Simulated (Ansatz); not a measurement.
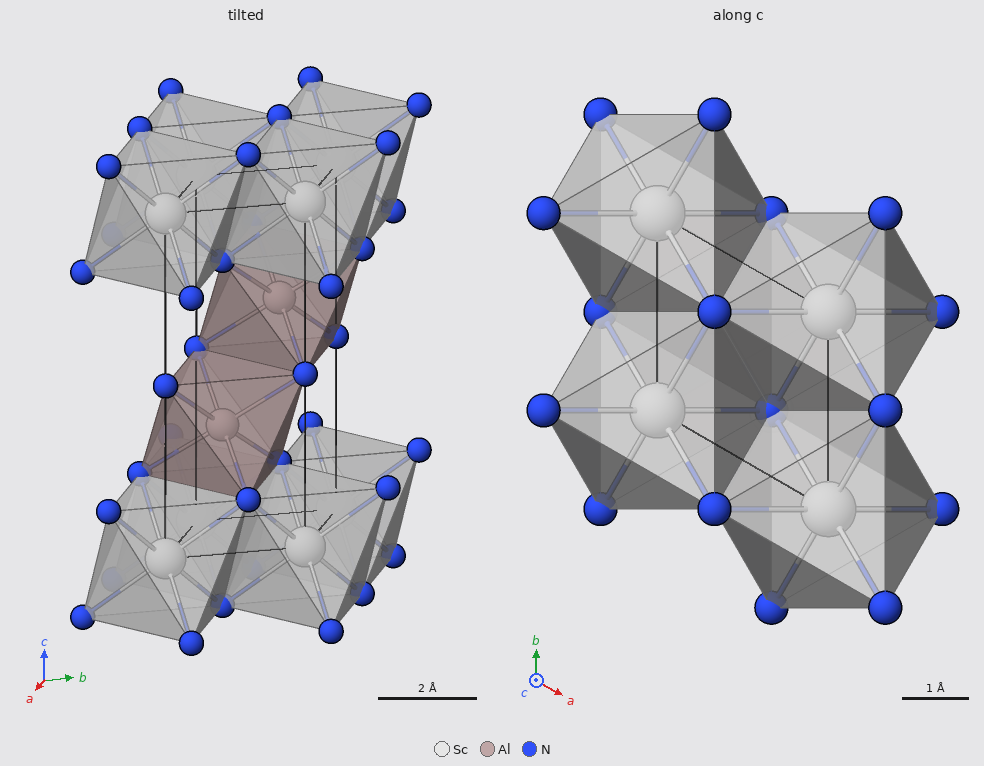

Polyhedral representation of a periodic structure, projected slightly off an axis and along the c axis. The conventional unit cell is drawn as a box. Some atoms of the next cells are drawn as well. Cell: a = 3.00 Å, b = 3.00 Å, c = 7.31 Å, α = 90.00°, β = 90.00°, γ = 120.00°.

The initial geometry was a structure type filled with these elements by a generator (whether the compound takes this form wasn't checked). Earlier steps of the study may have refined or changed the cell and positions. It was the input of a calculation with Ansatz.

**What can be read from this drawing?**

Chemical formula ScAl2N3. Space group P-3m1 (No. 164), lattice primitive hexagonal. In the cell are 1 Sc, 2 Al, 3 N, which makes 1 formula unit. The polyhedra are AlN6 octahedra and ScN6 octahedra; they share corners and edges. Sc is surrounded by six N in an octahedral arrangement at about 2.2 Å. The coordination shell of Al holds six N in an octahedral arrangement at about 2.1 Å. N takes two kinds of site: 2d with three Sc and three Al in an octahedral arrangement (about 2.2 Å to Sc, 2.1 Å to Al); 1b with six Al in an octahedral arrangement at about 2.1 Å. The bonds build a three-dimensional framework.

Computational set-up: DFT PBE, scalar-relativistic, plane waves, PAW in Ansatz, plane-wave cutoff 420 eV, Brillouin-zone sampling on a 12×12×4 mesh, Gaussian smearing of 0.02 eV, no spin polarisation.

**Classify it as metallic or gapped, with the value.**

A semiconductor at this level, with a gap of 1.07 eV, indirect.

**What does a Bader analysis give?**

Sc +1.80 e; Al +2.46 e; N -2.44 to -2.14 e.

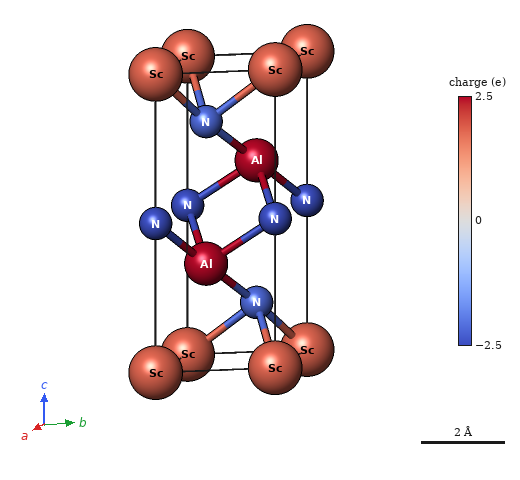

The atoms coloured by those charges. The run's cell of 6 atoms is drawn.

**Do the forces and the stress vanish for this geometry?**

Yes. All forces vanish to within 0.01 eV/Å. The pressure is 0.0 GPa, close to zero.
